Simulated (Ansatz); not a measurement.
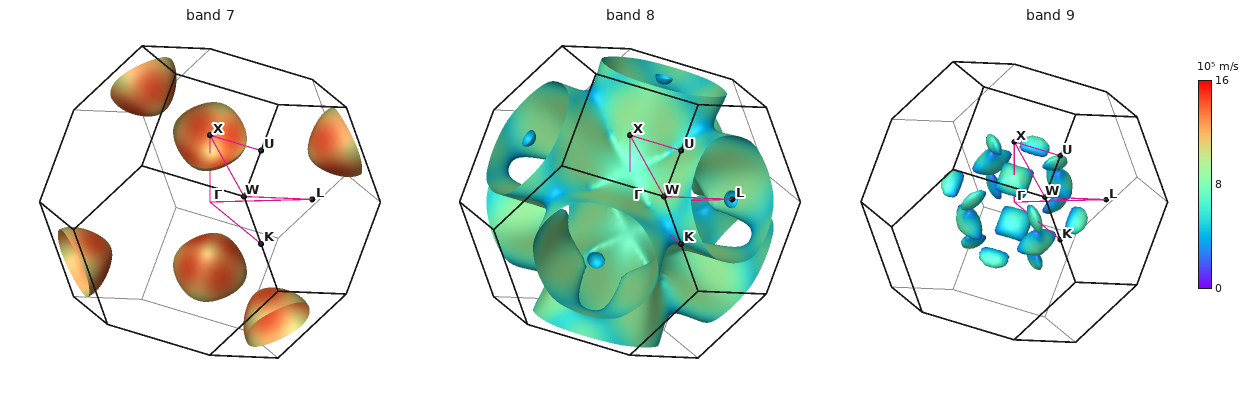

Fermi surface of Re in space group Fm-3m, coloured by the Fermi speed.

Computed with DFT PBE, scalar-relativistic, plane waves, PAW; levels and slopes on a dense k mesh at the converged density (Ansatz). No spin polarisation. k mesh for the levels: 34×34×34. The geometry was not relaxed (residual pressure −9 GPa).

**Give the range and mean of the Fermi speed for each band.**

Band 7: 11 to 14 × 10⁵ m/s over most of the sheet, 13 × 10⁵ m/s on average over states. Band 8: 4.5 to 8.9 × 10⁵ m/s over most of the sheet, 7.1 × 10⁵ m/s on average over states. Band 9: 2.7 to 7.3 × 10⁵ m/s over most of the sheet, 4.8 × 10⁵ m/s on average over states.

**Which of these bands adds most to the density of states at the Fermi level?**

Band 8, with 0.59 of 0.88 states/eV per cell.

Spin-orbit coupling is left out; with Re it can split, shift or remove sheets.
